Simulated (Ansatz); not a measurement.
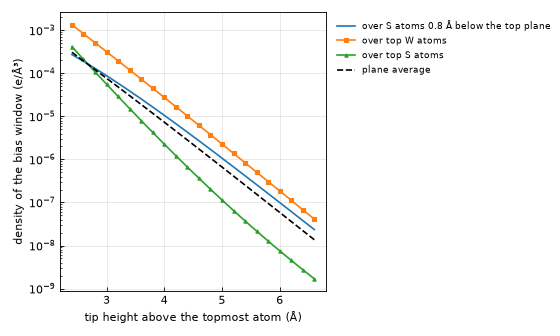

Approach curves over WS2(100) (P6_3/mmc bulk, 8 atomic planes (those closer than 0.6 Å count as one), 9 Å, S2W-terminated) at a sample bias of −0.25 V.

Model: Tersoff–Hamann, s-wave tip, no tip–sample forces. Bias windows are sharp sums over the levels of the k mesh.

Theory: DFT PBEsol, scalar-relativistic, plane waves, PAW in Ansatz. Cutoff 420 eV, 18 × 5 k-points, Gaussian smearing 0.05 eV, dipole correction. The slab is a cut without reconstruction beyond its cell, at the source's lattice constants, with its lower half held fixed and the rest relaxed. No spin polarisation. Spin–orbit coupling is left out; with W it can shift levels and gaps. The run warns that the functional's potential is rough in the thin density of the vacuum, where the tip is; weak contrasts and barriers may feel it. On this mesh the free atoms still feel up to 0.14 eV/Å.

Estimate the decay constant and the apparent barrier, and compare with the vacuum level, which the run puts 5.19 eV above zero bias.

Near 4 Å the plane average falls as exp(−2.38 z/Å), a factor of 11 per ångström, which gives an apparent barrier of 5.4 eV (0.952 eV Å² times the slope squared). The apparent barrier is close to 5.19 eV.
